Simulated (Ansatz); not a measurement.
Ca

The calculation's input:

```
crystal:
  lattice:
    - [1.9972168119, -3.4401728064, 0.0]
    - [1.9972168119, 3.4401728064, 0.0]
    - [0.0, 0.0, 6.5947677699]
  atoms:
    - { symbol: Ca, position: [0.1644134, 0.8355866, 0.75] }
    - { symbol: Ca, position: [0.8355866, 0.1644134, 0.25] }
hamiltonian:
  xc: pbe
  pseudopotentials: { kind: paw }
kpoints:
  mp_grid: { grid: [8, 8, 4] }
scf:
  occupations: { method: fermi_dirac, width: 0.05 }
output:
  forces: true
  stress: true
  eigenvalues: true
  write_density: true
  write_potential: true
  elf: true
  volumetric_format: npy
```

Command:

```sh
ansatz run input.yaml --threads 2 --pin off --max-ram 5120MiB --backend cpu --events-out ev --progress --plain --runs-dir out
```

Below, planes, directions and counts refer to the conventional cell (a = 3.99 Å, b = 6.88 Å, c = 6.59 Å, α = 90.00°, β = 90.00°, γ = 90.00°).

Space group Cmcm; a structure from a database of computed crystals, not necessarily the ambient phase.

These are results of Kohn-Sham DFT of a periodic cell, PBE, Ansatz PAW in Ansatz, not measurements.

What can the converged valence pseudo-density and electron localisation function tell about the bonding?

Answer. Ca–Ca (3.99 Å): ρ is about 0.05 e/Å³ halfway; the ELF is about 0.40 at the midpoint: no localised pair shows between them.

Metal or insulator at this level of theory?

Answer. It is gapless in this calculation (a metal or semimetal).

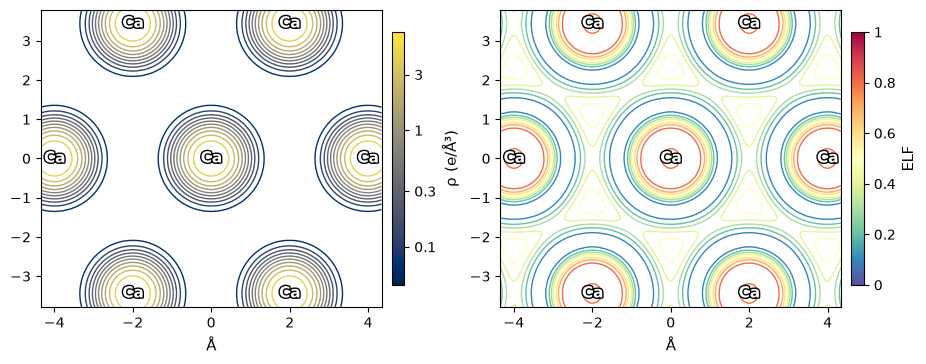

Computed valence pseudo-density and electron localisation function on the (001) plane of the conventional cell, in this order. 

The density is the valence pseudo-density of a PAW calculation; it isn't the true density close to the nuclei.
